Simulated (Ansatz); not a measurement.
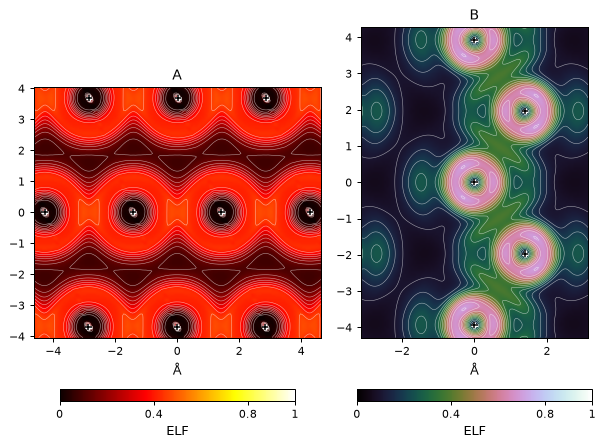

The ELF of 2 systems, each on a plane through atoms (crosses mark nuclei in the plane).

Computed with DFT, LDA (PW92), plane waves (420 eV) with PAW, scalar-relativistic in Ansatz 0.2.0.

System 1: Ru, the (011) plane of the conventional cell. Space group Fd-3m; set up as Ru, diamond; a generated structure, not necessarily the stable one; changed on purpose from its base cell (volume × 1.12); computed pressure about −17 GPa in this cell; computed without spin polarisation.

```yaml
crystal:
  lattice:
    - [5.56238, 0.00000, 0.00000]
    - [0.00000, 5.56238, 0.00000]
    - [0.00000, 0.00000, 5.56238]
  atoms:
    - { symbol: Ru, position: [0.75000, 0.25000, 0.25000] }
    - { symbol: Ru, position: [0.25000, 0.75000, 0.25000] }
    - { symbol: Ru, position: [0.25000, 0.25000, 0.75000] }
    - { symbol: Ru, position: [0.75000, 0.75000, 0.75000] }
    - { symbol: Ru, position: [0.50000, 0.00000, 0.00000] }
    - { symbol: Ru, position: [0.00000, 0.50000, 0.00000] }
    - { symbol: Ru, position: [0.00000, 0.00000, 0.50000] }
    - { symbol: Ru, position: [0.50000, 0.50000, 0.50000] }
```

System 2: Ge, the (010) plane of the conventional cell. Space group C2/c; set up as Ge, beta-Sn type; a generated structure, not necessarily the stable one; changed on purpose from its base cell (volume × 1.08); computed pressure about −5 GPa in this cell.

```yaml
crystal:
  lattice:
    - [-0.00351, -0.00351, -2.85375]
    - [5.19275, -5.19275, 0.00000]
    - [-2.60934, -2.60934, 1.42046]
  atoms:
    - { symbol: Ge, position: [0.50000, 0.87510, 0.75000] }
    - { symbol: Ge, position: [0.00000, 0.37510, 0.75000] }
    - { symbol: Ge, position: [0.50000, 0.12490, 0.25000] }
    - { symbol: Ge, position: [0.00000, 0.62490, 0.25000] }
```

Which map belongs to which system?

Panel A is system 2, Ge: the plane holds Ge. Ge–Ge (2.85 Å): the ELF is about 0.45 at the midpoint. Panel B is system 1, Ru: the plane holds Ru. Ru–Ru (2.41 Å): the ELF is about 0.40 at the midpoint.
